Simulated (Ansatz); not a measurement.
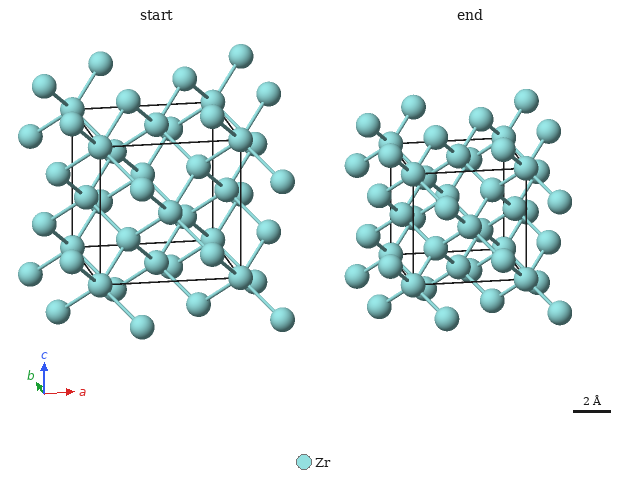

The structure of crystalline Zr (a generated structure, set up in Fd-3m) before (left) and after (right) a relaxation, at one scale.

The picture is a ball-and-stick view of the conventional cell (4 times the calculation's cell), seen slightly off an axis. Lengths and directions refer to the drawn axes.

Case: Sn → Zr on all its sites, cell and atoms relaxed.

The calculation used DFT PBE, scalar-relativistic, plane waves, PAW (Ansatz 0.2.0).

Input
```yaml
crystal:
  lattice:
    - [0.0, 3.9019035256, 3.9019035256]
    - [3.9019035256, 0.0, 3.9019035256]
    - [3.9019035256, 3.9019035256, 0.0]
  atoms:
    - { symbol: Zr, position: [0.0, 0.0, 0.0] }
    - { symbol: Zr, position: [0.25, 0.25, 0.25] }
basis:
  ecutwfc: 420
kpoints:
  mp_grid: { grid: [10, 10, 10] }
hamiltonian:
  xc: pbe
scf:
  occupations: { method: gaussian, width: 0.1 }
output:
  forces: true
  stress: true
  eigenvalues: true
relax:
  adjacent_minimum: "off"
  f_tol: 0.01
  max_steps: 60
  cell: { stress_tol: 0.1 }
```

Launched with:
```bash
ansatz run input.yaml --threads 1 --pin off --max-ram 2560MiB --backend cpu --events-out ev --progress --plain --runs-dir out
```

Summarise the run.

The atoms keep their places relative to the cell (all moves are under 0.005 Å). Cell: a = b = c 7.804 → 6.276 Å (−19.6 %). Volume −48.0 %. Some distances before and after: Zr1–Zr2 3.379 → 2.718 Å. The space group stays Fd-3m (No. 227). After 5 accepted moves (6 points after the start) the energy has fallen by 895 meV per atom. All forces vanish by symmetry, so only the cell relaxes. The pressure goes from −6.37 to −0.01 GPa. At 1 point the geometry stayed and the basis and grid were re-selected for the new cell (energy shift of 0.4 meV per atom at most each time). Cost: 21 s on 1 thread of AMD EPYC 7R43 64-Core Processor (Zen 3) (shared host), peak memory 0.48 GiB.
